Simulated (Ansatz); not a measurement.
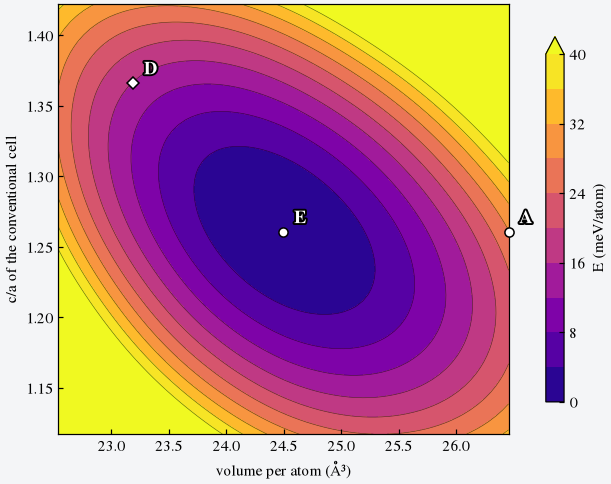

Se (P3_121, No. 152; 3 atoms in the cell). The energy is mapped over volume and the cell's shape. Coordinates scanned: (1) volume per atom; (2) c/a of the conventional cell. Nothing is relaxed (fractional coordinates fixed). The scan uses a 7 × 7 grid. Points are written as (first, second). All energies are given in meV/atom relative to the lowest grid point. The band gap closes in part of the range. Theory: DFT PBE+D3(BJ), scalar-relativistic, plane waves, PAW (Ansatz). Settings: cutoff 420 eV, k-mesh 12×12×8 in the order of the run's cell vectors, gaussian smearing 0.05 eV, no spin polarisation.

In the figure: filled contours, one colour for all values above the top of the scale, lettered points. Between grid points the surface is interpolated.

Is D the lowest point of the computed grid?

Answer. No. D lies 16 meV/atom above the lowest grid point, which is at (24.50 Å³, 1.260).

Rank the lettered points by energy, lowest first.

Answer. E (0 meV/atom), D (16 meV/atom), A (28 meV/atom).
